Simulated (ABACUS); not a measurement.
## Energy of C along an even scaling of the cell

System: C (Fd-3m, 2 atoms in the cell).
Method: Kohn-Sham DFT of a periodic cell, PBEsol, PseudoDojo NC SR 0.4.1 PBEsol standard, no spin polarisation (ABACUS 3.10.1).

The 7 runs differ only in the geometry, by an even scaling of the cell at fixed fractional positions. The structure derives from an entry of the Crystallography Open Database.

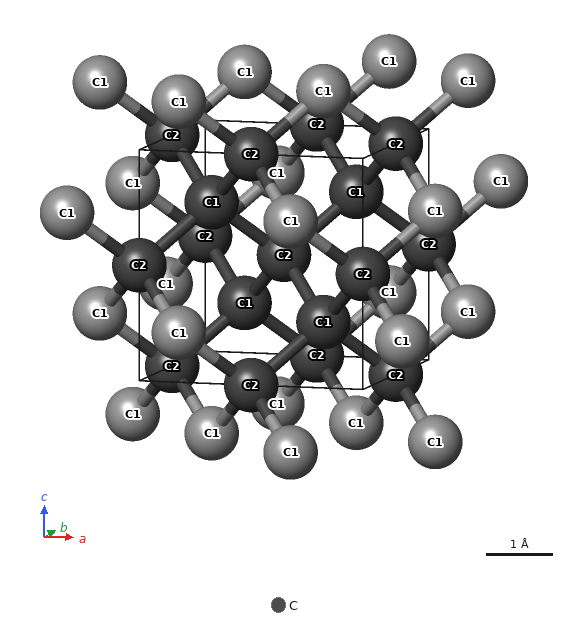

Figure 1. The structure of run 4 (ball-and-stick view of the cell 4 times as large as that of the calculation, set on its symmetry axes, seen slightly off an axis; neighbours outside the cell are drawn fainter; atoms are numbered from 1 in the order of the input). An atom can appear more than once, as a periodic image.

### The input of run 4
```
INPUT_PARAMETERS
suffix              C
calculation         scf
basis_type          pw
pseudo_dir          ./
symmetry            1
dft_functional      pbesol
ecutwfc             82
pseudo_rcut         7
nspin               1
nbands              8
ks_solver           dav
smearing_method     fd
smearing_sigma      0.00367493
scf_thr             1e-08
scf_nmax            100
mixing_type         broyden
mixing_beta         0.7
cal_force           1
cal_stress          1
kpar                4
```

### File STRU of run 4
```
ATOMIC_SPECIES
C 12.0110 C.upf

LATTICE_CONSTANT
1.8897261246

LATTICE_VECTORS
0.0000000000 1.7833700000 1.7833700000
1.7833700000 0.0000000000 1.7833700000
1.7833700000 1.7833700000 0.0000000000

ATOMIC_POSITIONS
Direct

C
0.0
2
0.7500000000 0.7500000000 0.7500000000 1 1 1
0.5000000000 0.5000000000 0.5000000000 1 1 1
```

### File KPT of run 4
```
K_POINTS
0
Gamma
13 13 13 0 0 0
```

Command:
```bash
OMP_NUM_THREADS=1 mpirun -np 4 abacus > log
```

Run 5 differs from it as follows:
```diff
-0.0000000000 1.7833700000 1.7833700000
-1.7833700000 0.0000000000 1.7833700000
-1.7833700000 1.7833700000 0.0000000000
+0.0000000000 1.7951807415 1.7951807415
+1.7951807415 0.0000000000 1.7951807415
+1.7951807415 1.7951807415 0.0000000000
```

### Results, with one run withheld

```csv
run,volume per atom (Å³),"free energy per atom, from the lowest run given (meV)",pressure (GPa),gap on the mesh (eV)
1,5.332,24.22,27.08,4.20
2,5.445,8.88,15.98,4.15
3,5.558,1.03,5.90,4.10
4,5.672,0.00,−3.28,4.05
5,5.785,?,?,?
6,5.899,15.99,−19.23,3.96
7,6.012,31.95,−26.15,3.92
```

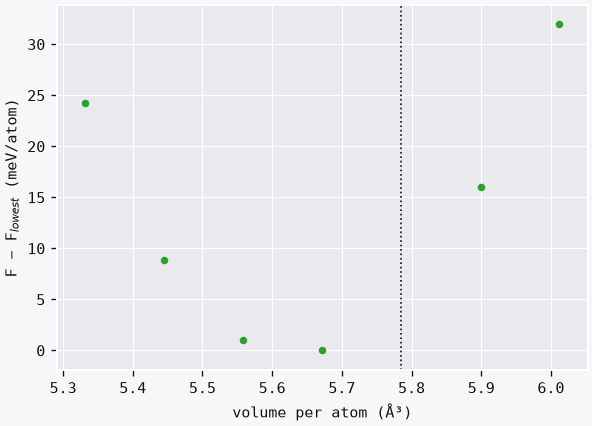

Figure 2. Free energy per atom of the runs given; the dotted line marks run 5.

What should run 5 give?

A cubic polynomial in V^(−2/3) (the Birch–Murnaghan form), fitted to the 6 runs given, misses them by at most 0.02 meV per atom. With x = V^(−2/3) − 0.31544 Å⁻², it reads F = −0.36629 − 152.85 x + 1.7855e+05 x² − 88613 x³ (meV per atom). At run 5 it gives 5.13 meV per atom, and the run itself gives 5.18. The slope of the fit gives a pressure −dF/dV of −11.41 GPa there, and the run prints −11.63 GPa. The two needn't agree exactly: the fit is approximate, and the printed stress is taken on a finite basis. The fit has its minimum at 5.633 Å³ per atom, where V d²F/dV² gives 450 GPa: the bulk modulus at this level, since symmetry fixes the shape and the positions. The gap on the mesh goes, without turning, from 4.20 eV in run 1 to 3.92 eV in run 7; run 5 has 4.01 eV. These are gaps of this functional on this mesh, which can miss the band edges; they aren't the measured gap.

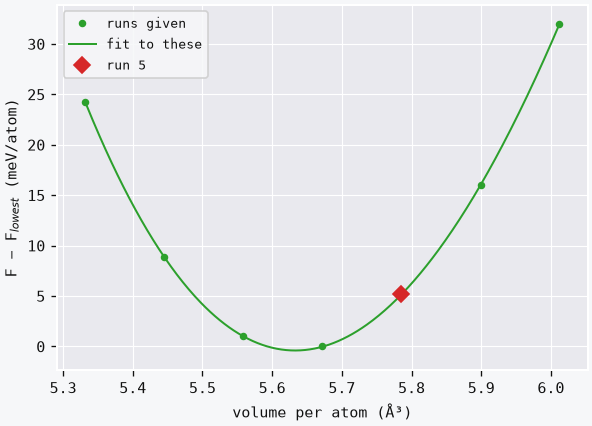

Figure 3. The fit and the withheld run.

### Some lines of the output (run 5)
```
[...]
                          Volume (Bohr^3) = 78.082
                             Volume (A^3) = 11.5706
 E_Fermi        1.0334271161         14.0604972462
 E_Fermi        1.1067915678         15.0586718200
 E_Fermi        1.1222369705         15.2688173057
 E_Fermi        1.1212583666         15.2555027161
 E_Fermi        1.1218186109         15.2631252310
 E_KS(sigma->0) -24.0158261266       -326.7520774989
 E_Fermi        1.1218566311         15.2636425216
 final etot is -326.7520775 eV
 EFERMI = 15.263642522 eV
 TOTAL-PRESSURE: -116.333468 KBAR
 !FINAL_ETOT_IS -326.7520774988557264 eV
```
